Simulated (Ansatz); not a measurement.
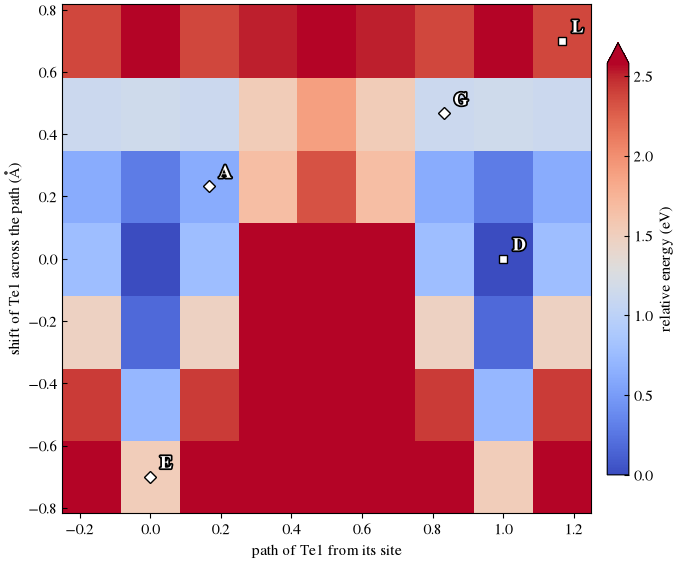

Te₂Mo (P-6m2 phase) with one Te vacancy (11 atoms in the cell, cell charge +2). An atom moved over a plane that holds its own site and a neighbouring vacancy (x along [0 −1 0], y along [−2 −1 0], z along [0 0 −1] of the conventional cell). The first coordinate is: path of Te1 from its site (0) to the vacancy (1), 3.495 Å; the second: shift of Te1 across the path, along the Cartesian direction [2 1 0]. Nothing is relaxed (all other atoms held at the sites of the perfect crystal). The grid has 9 × 7 points; 28 points were computed and 35 follow by symmetry. Points are written as (first, second). All energies are given in eV per cell relative to the lowest grid point. The cell is charged on a uniform background, without a charge correction. All numbers below come from Ansatz 0.2.0, DFT PBE+D3(BJ), scalar-relativistic, plane waves, PAW. Settings: cutoff 420 eV, k-mesh 6×6×4, gaussian smearing 0.05 eV, no spin polarisation.

The picture shows one coloured cell a grid point, one colour for all values above the top of the scale, lettered points.

### Is L the lowest point of the computed grid?

No. L lies 2.38 eV above the lowest grid point, which is at (0.000, 0.000 Å) [nearest 3 Mo at 2.72 Å].

### Rank the lettered points by energy, lowest first.

D (0.00 eV), A (0.62 eV), G (1.12 eV), E (1.53 eV), L (2.38 eV).

PAW datasets: the set soft_1.
